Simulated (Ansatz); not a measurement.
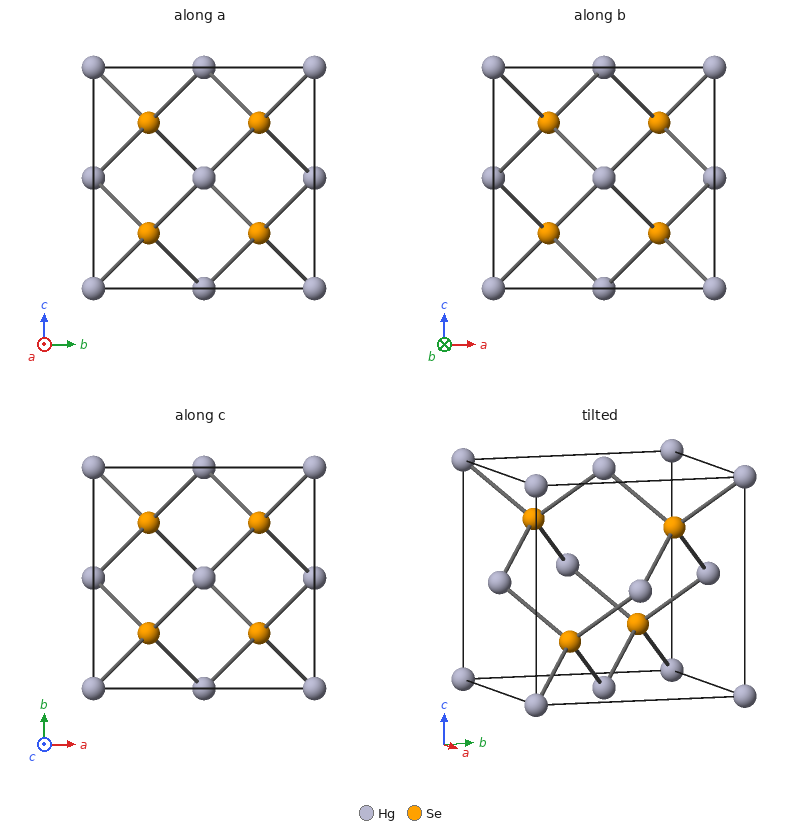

Crystal structure, ball-and-stick style, seen along the a axis, along the b axis, along the c axis and slightly off an axis. Atoms at the boundary of the conventional unit cell (the box) are drawn once for each face, edge or corner they touch.

Lattice parameters: a = 5.938 Å, b = 5.938 Å, c = 5.938 Å, α = 90.00°, β = 90.00°, γ = 90.00°. Put a along x and b in the xy plane.

Question: From the views, write a POSCAR file.

Answer:
```
Hg Se
1.0
     5.938    0.000    0.000
     0.000    5.938    0.000
     0.000    0.000    5.938
Hg Se
4 4
Direct
  0.0000 0.0000 0.0000
  0.0000 0.5000 0.5000
  0.5000 0.0000 0.5000
  0.5000 0.5000 0.0000
  0.2500 0.2500 0.7500
  0.2500 0.7500 0.2500
  0.7500 0.2500 0.2500
  0.7500 0.7500 0.7500
```

The starting point was a structure type filled with these elements by a generator (whether the compound takes this form wasn't checked). The cell was then strained or its atoms displaced on purpose. An electronic-structure calculation with Ansatz was run on it.

At this level of theory the cell isn't at rest (compressed, at 7 GPa), so its distances can differ from those at equilibrium, the more so the softer the solid.
